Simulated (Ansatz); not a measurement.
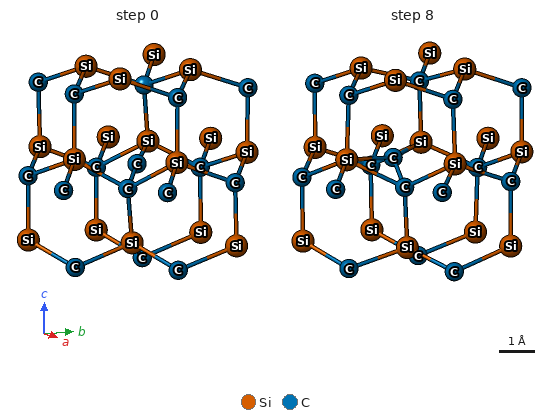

The structure of a defect cell of composition Si₉₆C₉₇ before (left) and after (right) a relaxation, at one scale.

A ball-and-stick model of the atoms within 4.2 Å of the atom that moves most (axes of the cell of the calculation (origin shifted)), seen slightly off an axis.

Theory: DFT, PBEsol, PAW, plane waves in Ansatz. Set-up: plane-wave cutoff 420 eV; k-point mesh 1 × 1 × 1; mesh shifted by (0.25, 0.25, 0.25); no spin polarisation; atoms relaxed in a fixed cell; force threshold 0.03 eV/Å; at most 80 steps.

> Describe what moved and what it gained.

A C atom moves most: 0.62 Å along [0 −2 1]. Largest moves by element: C 0.62 Å, Si 0.17 Å. The cell doesn't change. Some distances before and after: C–Si 2.348 → 1.900 Å, C–Si 2.377 → 2.690 Å, C–Si 1.487 → 1.725 Å, C–C 1.548 → 1.380 Å. New bonds form, among them: C–Si (2.35 → 1.90 Å). Bond angles that change, for instance: Si–C–C 177.2° → 131.9°, C–Si–C 95.9° → 118.7°, Si–C–C 89.5° → 68.7°. After 8 geometry steps the energy has fallen by 7.136 eV per cell of the calculation. Largest force component: 14 eV/Å at the start, 0.02 eV/Å at the end. The run took 28 s on 1 × NVIDIA GB300 Max-Q with 8 threads of Arm Neoverse-V2, peak memory 2.6 GiB.
